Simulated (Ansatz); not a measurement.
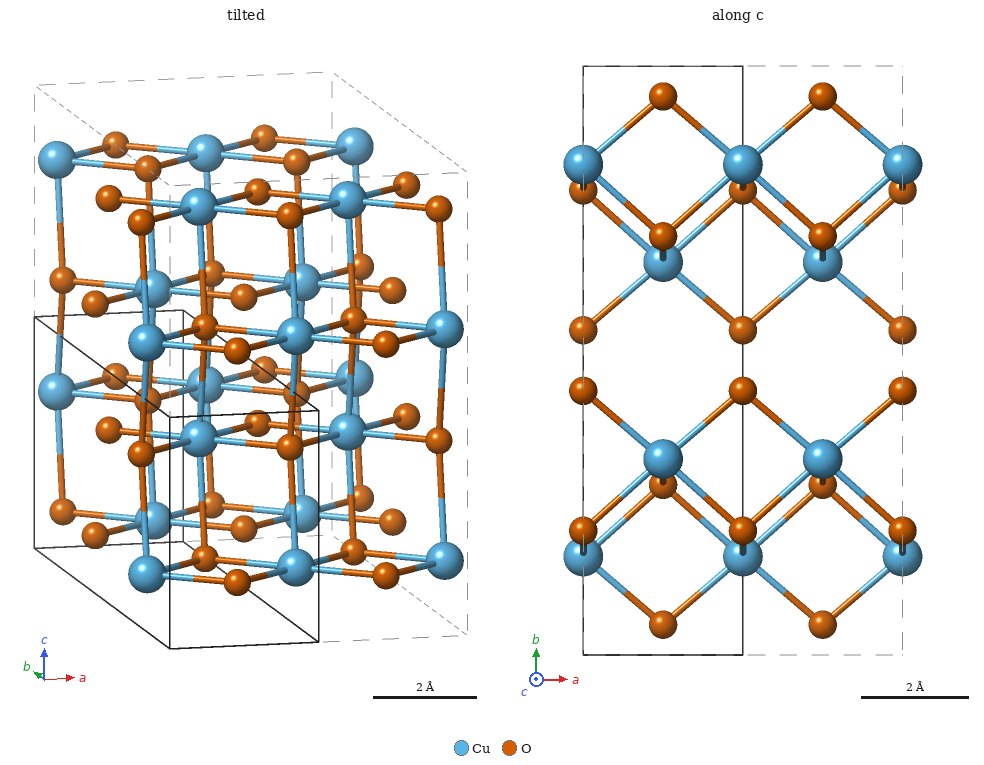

Shown here is a ball-and-stick view of the crystal, taken slightly off an axis and along the c axis. Shown are 2×1×2 repeats of the conventional unit cell, one of them outlined in solid lines.

Describe the crystal.

The material is CuO₂. It belongs to space group Cmcm (No. 63) and has a base-centred orthorhombic lattice. The cell has 12 atoms, namely 4 Cu, 8 O. About every Cu there are six O in a distorted octahedral arrangement at about 2.0 to 2.3 Å. O takes two kinds of site: 4c with two Cu in a bent arrangement at about 2.0 Å; 4c with four Cu at about 2.0 to 2.3 Å. The bonds build CuO2 layers parallel to (010).

The cell started as a structure listed in the Materials Project. Earlier steps of the study may have refined or changed the cell and positions. It was set up as input for a calculation with Ansatz.
